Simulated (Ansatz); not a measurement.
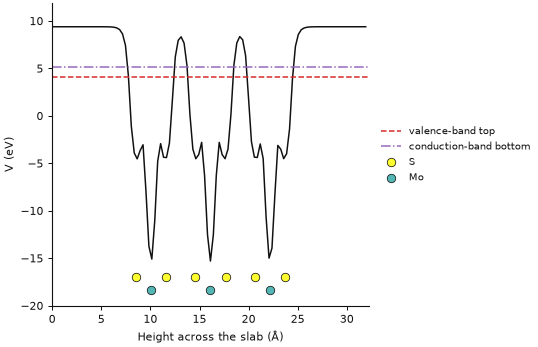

Plane-averaged electrostatic potential energy of an electron across the slab; circles at the bottom mark the heights of the atoms (positions after relaxation). System: a (001) slab cut from MoS₂ (P6_3/mmc), ended by S planes, 9 atoms in the cell. Computed with Ansatz: DFT PBE+D3(BJ), scalar-relativistic, plane waves, PAW, no spin polarisation, 9×9×1 k mesh, Gaussian smearing of 0.05 eV.

From the vacuum level at the right face the ionisation potential is 5.30 eV and the electron affinity 4.22 eV; the left face gives the same. The slab's gap, their difference before rounding, is 1.08 eV. The two vacuum levels agree, so the slab has no net dipole along its normal. The outermost atoms are 15.2 Å apart, which leaves 17.0 Å of vacuum in a cell 32.2 Å high.
